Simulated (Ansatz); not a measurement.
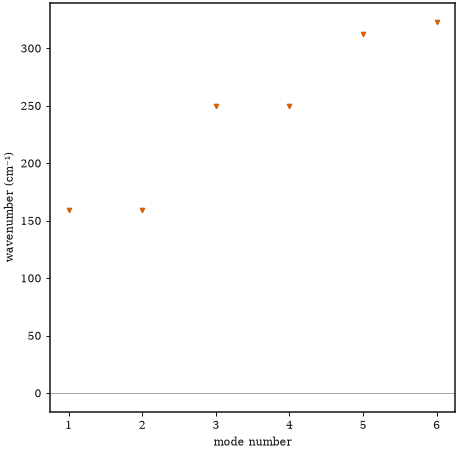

Plotted: zone-centre optical phonon frequencies (the three acoustic modes are left out).

Calculation (Ansatz 0.2.0): harmonic phonon frequencies at the zone centre with atoms at rest in the given cell, without the long-range term of polar modes, the three translations left out, imaginary frequencies are negative; plane waves with PAW datasets, Γ-centred k mesh. Level: PBEsol, no spin polarisation.

Question: For which of these solids was it computed?
A. AlGa₃N₄, P-43m (No. 215), 11.1 Å³/atom
B. ZrS₂, P-3m1 (No. 164), 22.4 Å³/atom
C. Ti₂O, P-3m1 (No. 164), 11.9 Å³/atom

Answer: B, ZrS₂: modes from 159.2 to 323.2 cm⁻¹. The others give: AlGa₃N₄, modes from 188.5 to 691.6 cm⁻¹; Ti₂O, modes from 159.4 to 503.6 cm⁻¹.

For AlGa₃N₄, limits of the calculation: field response not converged on the k mesh.

For Ti₂O, limits of the calculation: metal sensitive to the k mesh; no spin polarisation, a magnetic state may lie lower.
